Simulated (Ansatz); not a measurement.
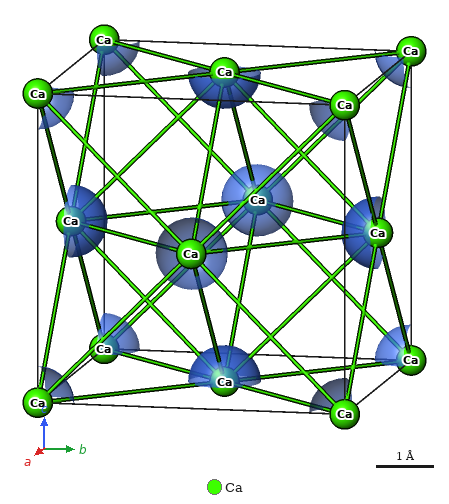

The picture shows: Ca. Density of the Kohn–Sham states from −23.12 to −22.93 eV about the Fermi level (a separate group of bands (semicore or deep states)), scaled to one electron a cell: blue surface at 0.3 1/Å³, in the conventional cell seen slightly off an axis.

Space group Fm-3m.

All numbers below come from DFT PBEsol, scalar-relativistic, plane waves, PAW in Ansatz 0.2.0.

Core electrons are frozen (PAW), so the fields are smoothed inside the atomic spheres.

Input

```
crystal:
  lattice:
    - [0.0, 2.7942, 2.7942]
    - [2.7942, 0.0, 2.7942]
    - [2.7942, 2.7942, 0.0]
  atoms:
    - { symbol: Ca, position: [0.0, 0.0, 0.0] }
basis:
  ecutwfc: 420
  fft_grid_basis: typed
kpoints:
  mp_grid: { grid: [10, 10, 10] }
hamiltonian:
  xc: pbesol
scf:
  occupations: { method: gaussian, width: 0.05 }
  n_extra_bands: 6
output:
  forces: true
  stress: false
  eigenvalues: true
  bader: false
  write_density: false
  volumetric_format: npy
  band_densities:
    - { e_range: [-0.25, 0.25] }
    - { e_range: [-1.2, 0.0] }
    - { e_range: [0.0, 1.2] }
    - { e_range: [-4.02, -2.66] }
    - { e_range: [-2.66, -1.33] }
    - { e_range: [-23.12, -22.93] }
  dos:
    e_range: [-30, 8]
    de: 0.02
    method: { smearing: { sigma: 0.03, scheme: gaussian } }
    projected: { site_lists: { Ca: [Ca] } }
checkpoint:
  read: start.run
  write: ck
  compress: false
  write_wavefunctions: false
  write_every: 100000
```

Run with:

```sh
ansatz run input.yaml --threads 1 --pin off --max-ram 2560MiB --backend cpu --events-out ev --progress --plain --runs-dir out
```

The picture shows the conventional cell (a = 5.59 Å, b = 5.59 Å, c = 5.59 Å, α = 90.00°, β = 90.00°, γ = 90.00°).

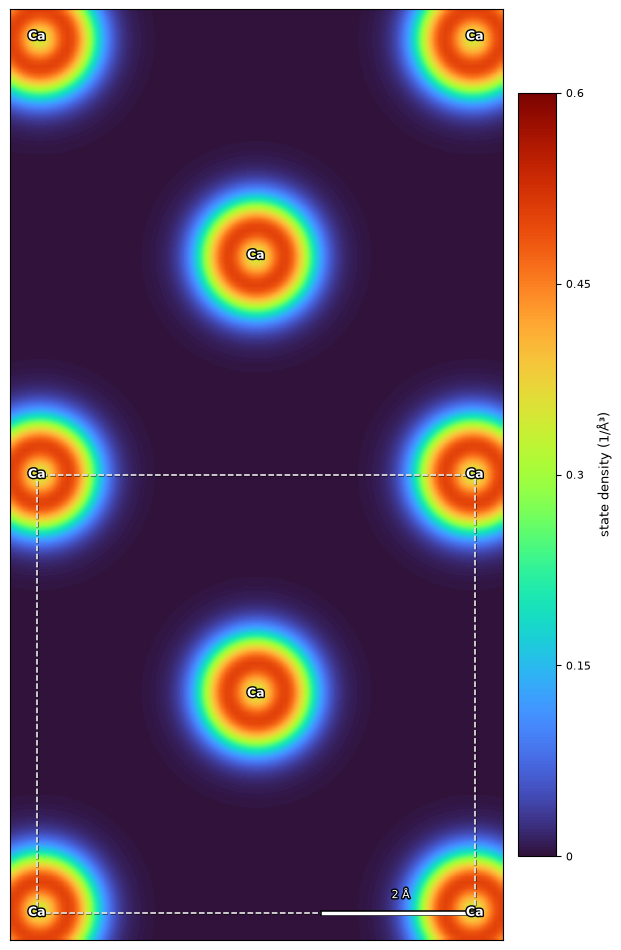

The same field as a map on the (010) plane of the conventional cell.

Question: Which atoms and orbitals make up these states?

Answer: Projected on a minimal set of atomic orbitals (Löwdin), they are Ca 3p (over 95 %).
- The group holds 6 electrons when full, in the cell of the calculation (1 atoms).
- Little of the density lies between the atoms' surroundings.

Run time: 1.4 s on 1 thread of Intel(R) Xeon(R) 6975P-C (Granite Rapids) (shared host), peak memory 0.33 GiB.
